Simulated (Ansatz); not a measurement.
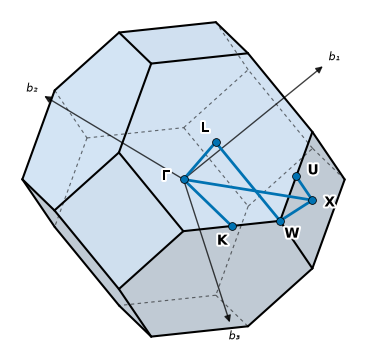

The figure shows the first Brillouin zone with its special points and a band path. Crystal: AlN, coordinates from a relaxation with Ansatz, DFT PBE, scalar-relativistic, plane waves, PAW; the starting structure was generated, so it need not be a known form of this composition. Geometry calculated from the standardised cell; symmetry tolerance 0.002 Å.

Labels and path follow the convention of Hinuma et al. (2017), as computed by seekpath; the arrows show the directions of the reciprocal primitive vectors b₁, b₂, b₃.

> What lattice type do the shape and the labels point to?

A face-centred cubic lattice (cF; extended symbol cF2). The zone is a truncated octahedron in its combinatorial type: 14 faces (6 with 4 edges, 8 with 6 edges), 36 edges, 24 vertices.

> Write the standard path through the labelled points.

Γ–X–U | K–Γ–L–W–X
